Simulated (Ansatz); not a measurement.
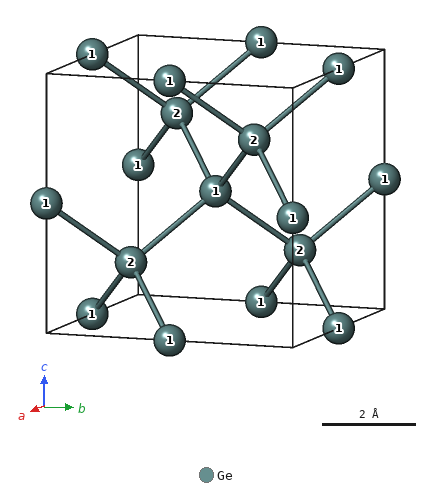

**Figure 1.** The structure as given in the input (ball-and-stick view of the cell 4 times as large as that of the calculation, set on its symmetry axes, seen slightly off an axis; atoms are numbered from 1 in the order of the input). Near neighbours in the crystal (not all of them lie inside the picture): Ge has 4 Ge at 2.46 Å.

**Ge: field-gradient calculation**

Ge (Fd-3m, 2 atoms in the cell), computed with DFT, PBEsol, PAW with Ansatz's default frozen-core files, scalar-relativistic, no spin polarisation (Ansatz 0.2.0).

The structure derives from an entry of the Crystallography Open Database. It belongs to a series of runs on one base structure; here: volume scaled by 1.01, PAW files. Figures and captions count atoms from 1; the log counts them from 0 in places.

Output:
```
Engine: ansatz 0.2.0, x86_64-unknown-linux-gnu
Pseudopotentials: kind: paw
Pseudopotential: Ge, paw, valence charge 14, recommended cutoff 420 eV (normal), Ge.paw.azcp
Functional definition: PBEsol
  exchange = pbesol_x
  correlation = pbesol_c
Crystal: 2 atoms, lattice volume = 45.724 Å³
Basis set: ecut = 420 eV, 893 PW (Γ), exchange–correlation on 54×54×54 points (8 copies of the dense FFT grid, shifted against one another)
Bands: 18, of which v1, the nominal top of the filled ones, is band 14 counted from 1 (13 counted from 0)
Symmetry: 48 space group operations
Space group: Fd-3m (ITA 227), of the structure as read, at distance tolerance 3.6e-5 Å
k-points: 56 of 1331
Non-local potential: Ge, projectors of the file, l = 0: 2, l = 1: 2, l = 2: 3, l = 3: 1
PAW form: soft (Blöchl's): semilocal exchange-correlation on the pseudo side does not see the compensation charge
PAW frozen core: Ge, regenerated for the run's functional, and the local potential with it (the file was generated under x = pbe(κ = 0.804, μ = 0.2195149727645171), c = pbe(β = 0.06672455060314922))
PAW one-centre angular grid: Ge, 590 points (default); XC on 64 Gauss nodes
Initial density: superposition of atomic densities (neutral atoms: chi_scale 0, normalization atom), corrected by the library's trained network
Initial wavefunctions: pseudopotential atomic-orbital guess
Functional: x = pbesol(κ = 0.804, μ = 0.12345679012345678), c = pbesol(β = 0.046)
SCF iter   1: F=—  HF=-8506.993765 eV  |F-HF|=—  |Δ(HF+E_count)|=         —  Δρ=2.59e-3  dr2=3.73e-3  ethr=1.77e-3  ⟨swp⟩=6.0  Hψ=4814  notcnv=0
preconditioner: auto → Kerker (q_TF=auto, 2.514 Å⁻¹)  [metal: Δε(μ)=0.100 eV  Ē_g=23.314 eV  σ=0.050 eV  W_gap=0.39  n_scr=14 (ndim 8)  ℏωp=29.1 eV  f_vac=0.077  D(μ)=0.07/eV (n_scr^D=0)]
SCF iter   2: F=—  HF=-8506.992425 eV  |F-HF|=—  |Δ(HF+E_count)|=   1.34e-3  Δρ=1.83e-3  dr2=2.05e-3  ethr=1.33e-5  ⟨swp⟩=1.2  Hψ=1473  notcnv=0
SCF iter   3: F=—  HF=-8506.992512 eV  |F-HF|=—  |Δ(HF+E_count)|=   8.70e-5  Δρ=9.36e-4  dr2=2.23e-4  ethr=7.31e-6  ⟨swp⟩=2.0  Hψ=1793  notcnv=0
SCF iter   4: F=—  HF=-8506.992431 eV  |F-HF|=—  |Δ(HF+E_count)|=   8.18e-5  Δρ=3.74e-4  dr2=1.19e-4  ethr=7.96e-7  ⟨swp⟩=2.0  Hψ=1793  notcnv=0
SCF iter   5: F=—  HF=-8506.992395 eV  |F-HF|=—  |Δ(HF+E_count)|=   3.53e-5  Δρ=2.25e-4  dr2=1.43e-5  ethr=4.26e-7  ⟨swp⟩=2.0  Hψ=1793  notcnv=0
SCF iter   6: F=—  HF=-8506.992412 eV  |F-HF|=—  |Δ(HF+E_count)|=   1.64e-5  Δρ=3.87e-5  dr2=3.18e-7  ethr=5.11e-8  ⟨swp⟩=2.0  Hψ=1795  notcnv=0
SCF iter   7: F=—  HF=-8506.992412 eV  |F-HF|=—  |Δ(HF+E_count)|=   3.51e-7  Δρ=2.02e-5  dr2=7.27e-8  ethr=3.57e-10  ⟨swp⟩=8.6  Hψ=6963  notcnv=0
SCF iter   8: F=-8506.992412 eV  HF=-8506.992412 eV  |F-HF|=1.49e-8  |Δ(HF+E_count)|=   6.16e-8  Δρ=5.63e-6  dr2=5.93e-9  ethr=2.60e-10  ⟨swp⟩=7.0  Hψ=5893  notcnv=0
SCF 1 converged in 8 iterations: F = -8506.992412 eV  dr2 = 5.93e-9
  greatest PAW one-centre occupation: 0.998 electrons in one spin orbital (limit 2), on the Ge atom at site 1 (counted from 0), in its partial waves of l = 2
SCF converged after 8 iterations
Free energy (F): -8506.992412 eV
Harris-Foulkes:  -8506.992412 eV  (|F-HF|=1.49e-8)
Internal energy: -8506.991785 eV  (E = F + TS)
E sigma→0 (E₀):  -8506.992099 eV
Entropy (-TS):   -0.000627 eV (-0.313 meV/atom)
Fermi energy:    8.316740 eV
--- Per-component energies (eV) ---
  E_band       = -305.602347
  E_kinetic    = 222.981635
  E_local      = -4958.291034  (includes V_loc(G=0)·N_el)
  E_nonlocal   = 840.240563
  E_hartree    = 2172.695945
  E_xc         = -149.887493
  E_vxc        = -129.398271  (∫ρ·V_xc dr)
  E_paw        = -3958.198694  (= ΣΔE_a)
  E_vpaw       = -626.534292  (= ΣTr[D̂ρ^β])
  E_aug_tail   = 0.000816  (compensation charges beyond the density's cutoff)
  E_ewald      = -2678.369395
  E_core_change = 1.835872  (= ΣΔE_core)
  E_smearing   = -0.000627  (= −TS)
  E_closure    = 0.000000  (closes the sum)
  Σ components = -8506.992412   (vs F -8506.992412, Δ=0.00e0)
--- Forces (eV/Å), atoms counted from 1 ---
  atom   1  Ge    -0.00000000    -0.00000000     0.00000000
  atom   2  Ge    -0.00000000    -0.00000000     0.00000000
  max |Σ_I F_I| component: 3.70e-17 eV/Å
--- Stress (GPa, compression-positive) ---
       -0.013795      -0.000000      -0.000000
        0.000000      -0.013795      -0.000000
        0.000000      -0.000000      -0.013795
  P = ⅓ Tr σ = -0.0138 GPa (-0.138 kbar)
--- PAW observables at the nuclei: V_zz in 10²¹ V/m², potentials from the cell's mean, atoms counted from 1 ---
  atom   1  Ge V_zz =    +0.000000   η = 0.0000   by run symmetry: forbidden
            electrostatic potential = -4321.228969 V   contact ρ = 209849.645256 e/Å³
  atom   2  Ge V_zz =    +0.000000   η = 0.0000   by run symmetry: forbidden
            electrostatic potential = -4321.228969 V   contact ρ = 209849.645256 e/Å³
--- Band table (eV; the first three rows and the last of 56) ---
  k-point 0: bands = ["-16.4852", "-16.4852", "-16.4852", "-16.4497", "-16.4497", "-16.2433", "-16.2433", "-16.2433", "-16.2311", "-16.2311", "-4.4088", "8.2057", "8.3117", "8.3117", "8.3117", "10.8339", "10.8339", "10.8339"]
  k-point 1: bands = ["-16.4900", "-16.4900", "-16.4839", "-16.4432", "-16.4432", "-16.2511", "-16.2511", "-16.2449", "-16.2243", "-16.2243", "-4.3085", "6.5861", "8.1181", "8.1181", "9.2238", "11.0924", "11.0924", "11.2861"]
  k-point 2: bands = ["-16.4981", "-16.4981", "-16.4803", "-16.4306", "-16.4306", "-16.2621", "-16.2621", "-16.2491", "-16.2156", "-16.2156", "-4.0123", "4.8323", "7.7257", "7.7257", "9.1353", "11.6033", "11.6033", "12.6307"]
  k-point 55: bands = ["-16.5338", "-16.5284", "-16.4080", "-16.3783", "-16.3543", "-16.3356", "-16.3269", "-16.3014", "-16.1817", "-16.1766", "-0.8262", "-0.0931", "4.1610", "4.8165", "11.4886", "12.9227", "13.3399", "13.4002"]
```

File rho_z.tsv:
```
# z_ang	rho[e/angstrom^3]
# format = ansatz-planar-average/11
# lattice	0.000000000	2.838167976	2.838167976
# lattice	2.838167976	0.000000000	2.838167976
# lattice	2.838167976	2.838167976	0.000000000
# sites	2
# site	32	2.838167976	2.838167976	2.838167976
# site	32	4.257251964	4.257251964	4.257251964
0.000000	1.371129e-1
0.148658	1.179500e-1
0.297317	1.073039e-1
0.445975	1.022672e-1
0.594633	1.030184e-1
0.743292	1.093847e-1
0.891950	1.217709e-1
1.040609	1.437919e-1
1.189267	1.820599e-1
1.337925	2.540433e-1
1.486584	3.995078e-1
1.635242	6.738861e-1
1.783900	1.067351e0
1.932559	1.398819e0
2.081217	1.434019e0
2.229875	1.179305e0
2.378534	8.914849e-1
2.527192	7.958581e-1
2.675850	9.514044e-1
2.824509	1.257845e0
2.973167	1.458552e0
3.121826	1.336661e0
3.270484	9.646939e-1
3.419142	5.912957e-1
3.567801	3.531038e-1
3.716459	2.311757e-1
3.865117	1.703171e-1
```

File v_z.tsv:
```
# z_ang	v_es[eV]	v_tot[eV]
# format = ansatz-planar-average/11
# xc	pbesol
# density_cutoff_ev	1680
# datasets	Ge=:simpson_from_first_knot:soft:shift=-1170623
# lattice	0.000000000	2.838167976	2.838167976
# lattice	2.838167976	0.000000000	2.838167976
# lattice	2.838167976	2.838167976	0.000000000
# sites	2
# site	32	2.838167976	2.838167976	2.838167976
# site	32	4.257251964	4.257251964	4.257251964
0.000000	8.523622e0	7.906813e-1
0.148658	9.486904e0	2.053854e0
0.297317	1.005294e1	2.804387e0
0.445975	1.029369e1	3.126118e0
0.594633	1.025972e1	3.080799e0
0.743292	9.945927e0	2.661576e0
0.891950	9.283098e0	1.786064e0
1.040609	8.229110e0	4.030934e-1
1.189267	6.938277e0	-1.330548e0
1.337925	5.609261e0	-3.207564e0
1.486584	4.335645e0	-5.087890e0
1.635242	3.141769e0	-6.867858e0
1.783900	2.040175e0	-8.490769e0
1.932559	9.802158e-1	-9.993282e0
2.081217	-2.937243e-2	-1.134991e1
2.229875	-8.264496e-1	-1.240161e1
2.378534	-1.286933e0	-1.302902e1
2.527192	-1.407196e0	-1.320007e1
2.675850	-1.205003e0	-1.291474e1
2.824509	-6.562220e-1	-1.217560e1
2.973167	2.105195e-1	-1.103251e1
3.121826	1.244122e0	-9.627150e0
3.270484	2.308722e0	-8.098691e0
3.419142	3.431410e0	-6.436992e0
3.567801	4.647342e0	-4.623482e0
3.716459	5.938042e0	-2.733470e0
3.865117	7.270884e0	-8.767556e-1
```

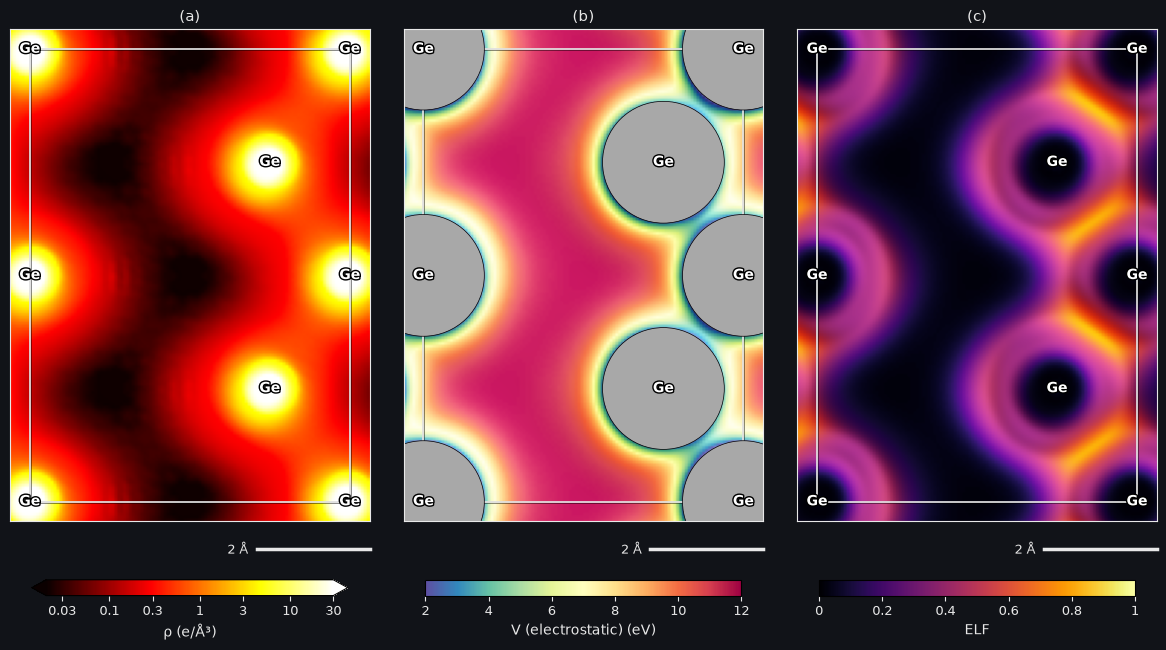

**Figure 2.** (a) valence charge density (pseudo); (b) electrostatic potential (local pseudopotential plus Hartree) felt by an electron; (c) electron localisation function on the (011) plane of the conventional cell. Grey discs, where drawn, cover atomic cores. Away from the nuclei the density in this plane falls to 0.02 e/Å³ at its lowest. Outside the cores the potential energy rises away from the atoms and is highest about 2.4 Å from the nearest atoms; outside the discs it spans about 10 eV, and its zero is arbitrary. Core electrons are frozen (PAW), so the fields are smoothed inside the atomic spheres.

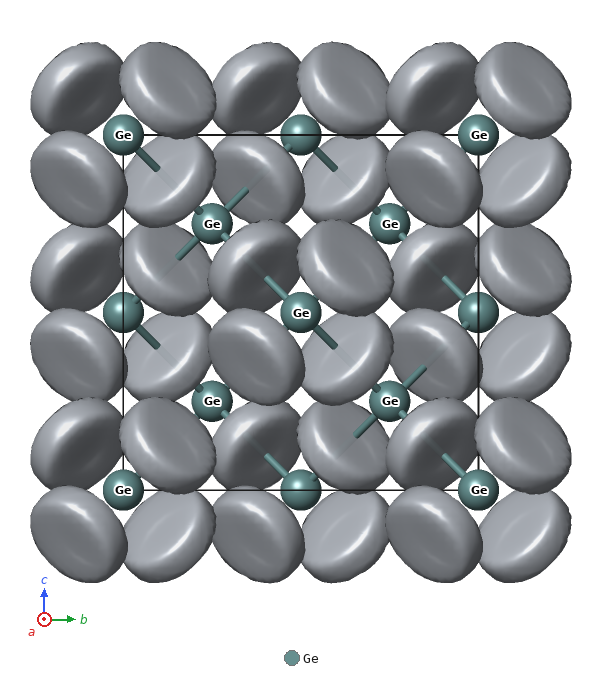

**Figure 3.** Isosurface of the electron localisation function at 0.55 (grey), seen along the a axis. Core shells and regions of very low density are left out. Sticks mark near contacts. The outline is the cell set on symmetry axes. Values along the shortest contacts: Ge–Ge (2.46 Å): the ELF peaks at about 0.75 between the atoms, which marks a covalent bond.

The run was set up as follows.

Input file:
```yaml
crystal:
  lattice:
    - [0.0, 2.838167976, 2.838167976]
    - [2.838167976, 0.0, 2.838167976]
    - [2.838167976, 2.838167976, 0.0]
  atoms:
    - { symbol: Ge, position: [0.5, 0.5, 0.5] }
    - { symbol: Ge, position: [0.75, 0.75, 0.75] }
kpoints:
  mp_grid: { grid: [11, 11, 11] }
scf:
  occupations: { method: fermi_dirac, width: 0.05 }
hamiltonian:
  xc: pbesol
  pseudopotentials: { kind: paw }
output:
  forces: true
  stress: true
  eigenvalues: true
  efg: { contact_densities: true }
  write_density: true
  write_potential: true
  elf: true
  volumetric_format: npy
```

Launch command:
```bash
ansatz run input.yaml --threads 1 --pin off --max-ram 3072MiB --backend cpu --events-out ev --progress --plain --runs-dir out
```

Results in brief:

- outcome: converged
- space group (tolerance 0.01 Å): Fd-3m (227)
- electrons treated: 28
- free energy: −8506.9924 eV
- Fermi energy: 8.317 eV
- pressure: −0.01 GPa
- field gradient V_zz (10²¹ V/m²): zero at all sites
- largest force (length of the vector): under 0.001 eV/Å
- hardware: 1 thread of Intel Xeon (Sapphire Rapids), 64 GiB of memory available, shared host
- wall time: 3.3 s
- peak memory: 0.42 GiB
